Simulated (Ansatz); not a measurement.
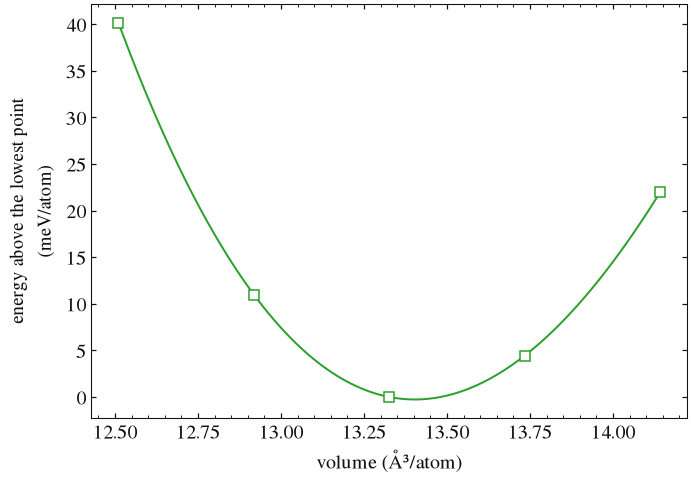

The plot gives the computed energy above the lowest point against volume.

Calculation (Ansatz 0.2.0 development build): equation of state of a cubic crystal from periodic Kohn-Sham density functional theory without spin, third-order Birch-Murnaghan fit to the free energies; pressure corrected for the finite basis. Level: r2SCAN.

For which of these solids was it computed?
A. CeO₂, Fm-3m (No. 225)
B. CuO₂, Fm-3m (No. 225)
C. Co, Fm-3m (No. 225)

Answer. A, CeO₂: energy above the lowest point from 0.0 meV/atom to 40.1 meV/atom, V0 13.4 Å³/atom, B0 193 GPa. The others give: CuO₂, energy above the lowest point from 0.0 meV/atom to 31.8 meV/atom, V0 9.045 Å³/atom, B0 199 GPa; Co, energy above the lowest point from 0.0 meV/atom to 45.1 meV/atom, V0 9.944 Å³/atom, B0 284 GPa.

For Co, limits of the calculation: cubic model structure, not the ambient form; known magnet treated without spin, far from its ground state.

For CuO₂, limits of the calculation: cubic model structure, not the ambient form; modest k-mesh, values are not fully converged in k; no spin polarisation, a magnetic state may lie lower.
